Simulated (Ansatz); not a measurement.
## Run report: InSb, single-point calculation

InSb (F-43m, 2 atoms in the cell), computed with DFT, HSE06, PAW, plane waves (Ansatz 0.2.0).

The structure was built on a prototype by a generator. Figures and captions count atoms from 1; the log counts them from 0 in places.

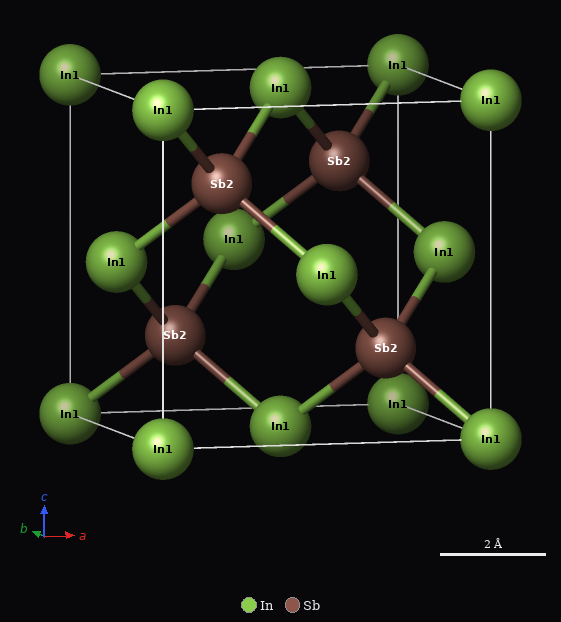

The structure as given in the input (ball-and-stick view of the cell 4 times as large as that of the calculation, set on its symmetry axes, seen slightly off an axis; atoms are numbered from 1 in the order of the input). Near neighbours in the crystal (not all of them lie inside the picture): In has 4 Sb at 2.82 Å; Sb has 4 In at 2.82 Å.

**Results in brief**

| quantity | value |
| --- | --- |
| outcome | converged |
| space group (tolerance 0.01 Å) | F-43m (216) |
| electrons treated | 28 |
| free energy | −12090.8844 eV |
| Fermi energy | 7.000 eV |
| largest force (length of the vector) | under 0.001 eV/Å |
| hardware | 7 CPU threads, shared host |
| wall time | 2 min (CPU time 12 min) |
| peak memory | 2.4 GiB |

**Input file**
```yaml
crystal:
  lattice:
    - [0.000000, 3.260043, 3.260043]
    - [3.260043, 0.000000, 3.260043]
    - [3.260043, 3.260043, 0.000000]
  atoms:
    - { symbol: In, position: [0.000000, 0.000000, 0.000000] }
    - { symbol: Sb, position: [0.250000, 0.250000, 0.250000] }
kpoints:
  mp_grid: { grid: [6, 6, 6] }
  band_path: { path: [VBM, CBM], npoints: 2 }
hamiltonian:
  xc: hse06
scf:
  occupations: { method: fermi_dirac, width: 0.01 }
output:
  forces: true
  eigenvalues: true
  populations: true
```

**The program's output**
```
Pseudopotentials: kind: paw
Functional definition: HSE06
  parameter a = 0.25
  parameter omega = 0.11/bohr
  exchange = pbe_x - a*pbe_x_sr(omega) + a*exact_x_sr(omega)
  correlation = pbe_c
Crystal: 2 atoms, lattice volume = 69.295 Å³
Basis set: ecut = 420 eV, 1363 PW (Γ), exchange–correlation on 64×64×64 points (8 copies of the dense FFT grid, shifted against one another)
Bands: 18, of which v1, the nominal top of the filled ones, is band 14 counted from 1 (13 counted from 0)
Symmetry: 24 space group operations
Space group: F-43m (ITA 216), of the structure as read, at distance tolerance 4.1e-5 Å
k-points: 16 of 216 (time reversal used)
Non-local potential: In, projectors of the file, l = 0: 2, l = 1: 2, l = 2: 2, l = 3: 2
Non-local potential: Sb, projectors of the file, l = 0: 2, l = 1: 2, l = 2: 2, l = 3: 2
PAW form: soft (Blöchl's): semilocal exchange-correlation on the pseudo side does not see the compensation charge
PAW frozen core: In, regenerated for the run's functional, and the local potential with it (the file was generated under x = pbe(κ = 0.804, μ = 0.2195149727645171), c = pbe(β = 0.06672455060314922))
PAW frozen core: Sb, regenerated for the run's functional, and the local potential with it (the file was generated under x = pbe(κ = 0.804, μ = 0.2195149727645171), c = pbe(β = 0.06672455060314922))
PAW one-centre angular grid: In, 590 points (default); XC on 64 Gauss nodes
PAW one-centre angular grid: Sb, 590 points (default); XC on 64 Gauss nodes
Initial density: superposition of atomic densities (neutral atoms: chi_scale 0, normalization atom), corrected by the library's trained network
Initial wavefunctions: pseudopotential atomic-orbital guess
Functional: x = pbe(κ = 0.804, μ = 0.2195149727645171), c = pbe(β = 0.06672455060314922), warm-up for x = pbe(κ = 0.804, μ = 0.2195149727645171) + 0.25 (exact − pbe) at short range (hse, ω = 0.20786987370883472 Å⁻¹), c = pbe(β = 0.06672455060314922); HSE06 as pw.x's `hse` composes it (authors' and Libxc's form: `xc: wpbeh`)
SCF iter   1: F=—  HF=-12082.542363 eV  |F-HF|=—  |Δ(HF+E_count)|=         —  Δρ=1.82e-3  dr2=5.43e-3  ethr=1.77e-3  ⟨swp⟩=7.2  Hψ=1204  notcnv=0
preconditioner: auto → none  [insulator: Δε(μ)=0.487 eV  Ē_g=14.003 eV  σ=0.010 eV  W_gap=0.67  n_scr=14 (ndim 8)  ℏωp=18.9 eV  f_vac=0.116  D(μ)=0.62/eV (n_scr^D=0)]
iter 2 solved again at ethr=1.18e-6 eV; its pass at ethr=1.94e-5 eV (dr2=3.30e-4 eV) is discarded
SCF iter   2: F=—  HF=-12082.542055 eV  |F-HF|=—  |Δ(HF+E_count)|=   3.07e-4  Δρ=5.25e-4  dr2=3.45e-4  ethr=1.18e-6  ⟨swp⟩=3.1  Hψ=1510  notcnv=0  defer=2
SCF iter   3: F=—  HF=-12082.542123 eV  |F-HF|=—  |Δ(HF+E_count)|=   6.74e-5  Δρ=2.20e-4  dr2=5.60e-5  ethr=1.18e-6  ⟨swp⟩=3.2  Hψ=806  notcnv=0
SCF iter   4: F=—  HF=-12082.542215 eV  |F-HF|=—  |Δ(HF+E_count)|=   9.25e-5  Δρ=7.29e-5  dr2=6.19e-6  ethr=2.00e-7  ⟨swp⟩=3.1  Hψ=638  notcnv=0  defer=1
SCF iter   5: F=—  HF=-12082.542228 eV  |F-HF|=—  |Δ(HF+E_count)|=   1.28e-5  Δρ=1.69e-5  dr2=2.10e-7  ethr=2.21e-8  ⟨swp⟩=3.2  Hψ=611  notcnv=0
SCF iter   6: F=—  HF=-12082.542229 eV  |F-HF|=—  |Δ(HF+E_count)|=   7.36e-7  Δρ=6.21e-6  dr2=1.89e-8  ethr=7.49e-10  ⟨swp⟩=4.2  Hψ=869  notcnv=0
SCF iter   7: F=-12082.542229 eV  HF=-12082.542229 eV  |F-HF|=5.46e-11  |Δ(HF+E_count)|=   3.42e-8  Δρ=7.35e-7  dr2=2.80e-10  ethr=6.75e-11  ⟨swp⟩=4.1  Hψ=686  notcnv=0
SCF 1 converged in 7 iterations: F = -12082.542229 eV  dr2 = 2.80e-10
  greatest PAW one-centre occupation: 0.995 electrons in one spin orbital (limit 2), on the Sb atom at site 1 (counted from 0), in its partial waves of l = 2
Initial density: handed on by an earlier stage of this run
Initial wavefunctions: those handed on with the density
Functional: x = pbe(κ = 0.804, μ = 0.2195149727645171) + 0.25 (exact − pbe) at short range (hse, ω = 0.20786987370883472 Å⁻¹), c = pbe(β = 0.06672455060314922); HSE06 as pw.x's `hse` composes it (authors' and Libxc's form: `xc: wpbeh`)
Exchange kernel: α = 0.2500, screened, ω = 0.2079 Å⁻¹, Wigner–Seitz truncation, v(0) = 1046.9043 eV·Å³, q-mesh 6×6×6, nearest image of the exchange supercell L = 27.66 Å, pair-density grid 18×18×18, without the augmentation charges, whose exchange is taken in its separable form by FFT convolution over the k-point mesh (sized by the pseudopotential files, 27×27×27 at the most), smooth part of the e
Frozen-core exchange: fock
iter 1 solved again at ethr=3.87e-5 eV; its pass at ethr=1.00e-1 eV (dr2=1.08e-2 eV) is discarded
SCF iter   1: F=—  HF=-12090.879120 eV  |F-HF|=—  |Δ(HF+E_count)|=         —  Δρ=5.30e-3  dr2=1.09e-2  ethr=3.87e-5  ⟨swp⟩=5.2  Hψ=1641  notcnv=0
preconditioner: auto → none  [insulator: Δε(μ)=0.265 eV  Ē_g=15.867 eV  σ=0.010 eV  W_gap=1.00  n_scr=14 (ndim 8)  ℏωp=18.9 eV  f_vac=0.106  D(μ)=0.00/eV (n_scr^D=0)]
SCF iter   2: F=—  HF=-12090.884678 eV  |F-HF|=—  |Δ(HF+E_count)|=   5.56e-3  Δρ=2.63e-3  dr2=2.40e-3  ethr=3.52e-5  ⟨swp⟩=4.2  Hψ=757  notcnv=0  defer=1
SCF iter   3: F=—  HF=-12090.884577 eV  |F-HF|=—  |Δ(HF+E_count)|=   1.01e-4  Δρ=2.55e-4  dr2=7.88e-5  ethr=8.51e-6  ⟨swp⟩=3.2  Hψ=624  notcnv=0  defer=2
SCF iter   4: F=-12090.884565 eV  HF=-12090.884571 eV  |F-HF|=6.61e-6  |Δ(HF+E_count)|=   5.58e-6  Δρ=1.14e-4  dr2=6.89e-6  ethr=2.35e-7  ⟨swp⟩=4.1  Hψ=835  notcnv=0
SCF 2 stopped early in 4 iterations: F = -12090.884565 eV  dr2 = 6.89e-6
hybrid outer 1: dexx = +8.349e-3 eV, tail = 4.94e-5 eV
SCF iter   1: F=—  HF=-12090.884420 eV  |F-HF|=—  |Δ(HF+E_count)|=         —  Δρ=2.81e-5  dr2=6.18e-7  ethr=8.82e-7  ⟨swp⟩=3.3  Hψ=627  notcnv=0
preconditioner: auto → none  [insulator: Δε(μ)=0.370 eV  Ē_g=15.852 eV  σ=0.010 eV  W_gap=1.00  n_scr=14 (ndim 8)  ℏωp=18.9 eV  f_vac=0.106  D(μ)=0.00/eV (n_scr^D=0)]
SCF iter   2: F=—  HF=-12090.884421 eV  |F-HF|=—  |Δ(HF+E_count)|=   7.71e-7  Δρ=1.97e-5  dr2=2.09e-7  ethr=2.10e-9  ⟨swp⟩=4.0  Hψ=830  notcnv=0
SCF iter   3: F=-12090.884421 eV  HF=-12090.884421 eV  |F-HF|=3.83e-9  |Δ(HF+E_count)|=   3.09e-8  Δρ=2.79e-6  dr2=7.18e-9  ethr=7.35e-10  ⟨swp⟩=2.8  Hψ=553  notcnv=0  defer=1
SCF 3 converged in 3 iterations: F = -12090.884421 eV  dr2 = 7.18e-9
  Residual-converged pass: ⟨swp⟩=3.0  Hψ=686  notcnv=0  max |occ|·‖R‖ = 6.5e-6 eV (tolerance 6.7e-6 eV)  dr2=7.46e-9  dr2_onsite=2.90e-10  max |Δocc| = 1.4e-14
```

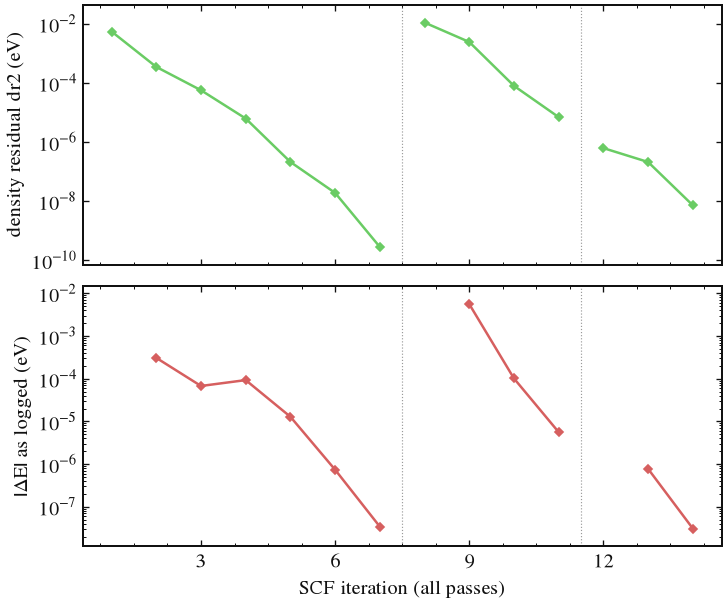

Convergence of the self-consistent field: density residual dr2 and size of the energy change against the SCF iteration. The run starts with a semilocal functional; after that each stretch between dotted lines is one SCF of the hybrid functional between two exact rebuilds of the exchange operator by the outer loop. Early passes are stopped at a loose threshold. The passes take 7, 4 and 3 iterations.

```
hybrid outer 2: dexx = +3.991e-7 eV, tail = 2.02e-8 eV, Δε = 5.70e-3 eV (about 2.17e-4 eV left of the loop's levels)
NSCF: frozen V_eff on 16 k-points
NSCF: frozen V_eff on 16 k-points
NSCF: frozen V_eff on 4 k-points
NSCF: frozen V_eff on 2 k-points
NSCF: frozen V_eff on 2 k-points
NSCF: frozen V_eff on 2 k-points
NSCF: frozen V_eff on 2 k-points
NSCF: frozen V_eff on 2 k-points
NSCF: frozen V_eff on 2 k-points
NSCF: frozen V_eff on 2 k-points
NSCF: frozen V_eff on 3 k-points
hybrid SCF converged: 2 outer / 7 inner (+7 warm-up), last move |dexx| = 3.99e-7 eV, tail = 2.02e-8 eV
Stability not checked: this state was not tested for a lower state beside it, because the functional holds exact exchange (a hybrid, or Hartree-Fock), whose exchange loop this test does not read (fock_operator; see scf.lower_state_search)
Free energy (F): -12090.884421 eV
Harris-Foulkes:  -12090.884421 eV  (|F-HF|=3.83e-9)
Internal energy: -12090.884421 eV  (E = F + TS)
E sigma→0 (E₀):  -12090.884421 eV
Fermi energy:    6.999859 eV
--- Per-component energies (eV) ---
  E_band       = -319.456078
  E_kinetic    = 450.278684
  E_local      = -3225.722744  (includes V_loc(G=0)·N_el)
  E_nonlocal   = 729.892140
  E_hartree    = 1389.805337
  E_xc         = -281.658299
  E_vxc        = -156.455057  (∫ρ·V_xc dr)
  E_exx        = -72.948396  (= α·E_x^exact, valence–valence)
  E_paw        = -8740.945605  (= ΣΔE_a)
  E_vpaw       = -751.162032  (= ΣTr[D̂ρ^β])
  E_aug_tail   = 0.000025  (compensation charges beyond the density's cutoff)
  E_ewald      = -2340.122091
  E_core_change = 0.536539  (= ΣΔE_core)
  E_smearing   = -0.000000  (= −TS)
  E_closure    = -0.000012  (closes the sum)
  Σ components = -12090.884421   (vs F -12090.884421, Δ=0.00e0)
--- Forces (eV/Å), atoms counted from 1 ---
  atom   1  In     0.00000000    -0.00000000    -0.00000000
  atom   2  Sb    -0.00000000     0.00000000    -0.00000000
  max |Σ_I F_I| component: 5.55e-17 eV/Å
--- Band table (eV; the first three rows and the last of 16) ---
  k-point 0: bands = ["-23.9666", "-23.9666", "-23.9666", "-23.9477", "-23.9477", "-9.6040", "-9.6040", "-9.6040", "-9.5164", "-9.5164", "-4.8472", "6.8095", "6.8095", "6.8095", "7.1792", "10.4037", "10.4037", "10.4037"]
  k-point 1: bands = ["-23.9666", "-23.9664", "-23.9664", "-23.9476", "-23.9476", "-9.6139", "-9.5987", "-9.5987", "-9.5169", "-9.5169", "-4.5782", "4.3086", "6.4654", "6.4654", "8.3351", "10.8788", "10.8788", "11.1600"]
  k-point 2: bands = ["-23.9665", "-23.9659", "-23.9659", "-23.9473", "-23.9473", "-9.6336", "-9.5892", "-9.5892", "-9.5167", "-9.5167", "-3.8807", "1.9084", "5.9551", "5.9551", "8.0601", "11.2978", "11.2978", "13.3658"]
  k-point 15: bands = ["-23.9671", "-23.9654", "-23.9645", "-23.9477", "-23.9463", "-9.6663", "-9.5703", "-9.5634", "-9.5282", "-9.5137", "-2.6783", "0.5712", "3.9274", "4.0487", "10.1170", "10.1335", "13.2777", "13.5100"]
--- Löwdin populations: 2 sites ---
  site symbol       q [e]
     0     In     12.9877
     1     Sb     14.9710
  spilling = 0.001477 (of n_electrons = 28.000000)
```
